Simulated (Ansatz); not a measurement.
Consider WSe₂.

```
W Se
1.0
    -1.65897   -2.87342    0.00000
     3.31794    0.00000    0.00000
     0.00000    0.00000   16.65814
W Se
1 2
Direct
  0.00000 0.00000 0.00000
  0.29642 0.68018 0.09979
  0.37025 0.65316 0.90021
```

Space group P1; a structure from a database of computed crystals, not necessarily the ambient phase; not relaxed (largest force 1.4 eV/Å).

Level of theory: Ansatz 0.2.0, DFT PBEsol, scalar-relativistic, plane waves, PAW.

### What can the converged valence pseudo-density and electron localisation function tell about the bonding?

W–Se (2.43 Å): ρ at the midpoint is about 0.67 e/Å³; the ELF is about 0.55 at the midpoint.
W–Se (2.65 Å): the density is about 0.45 e/Å³ at the midpoint; the ELF is about 0.50 at the midpoint.

### Does the calculation give a band gap?

It is gapped, with a Kohn–Sham gap of 1.5 eV on the k-point mesh (the band edges may lie off the mesh, which would make the gap smaller).

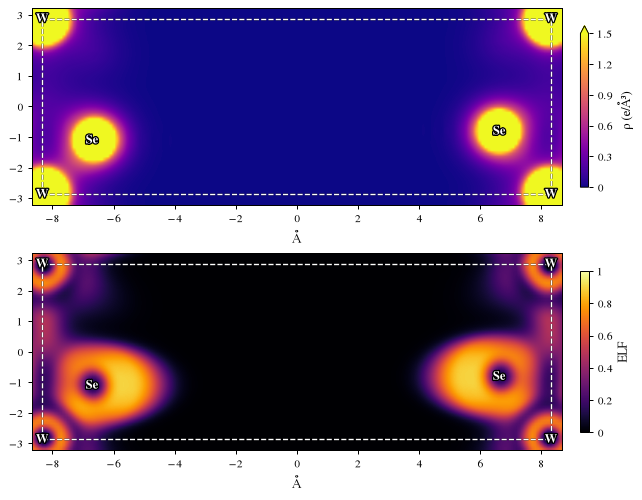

Computed valence pseudo-density and electron localisation function on the (110) plane of the conventional cell, in this order. 

In a PAW calculation such maps are meaningful between the atoms, not at the nuclei.
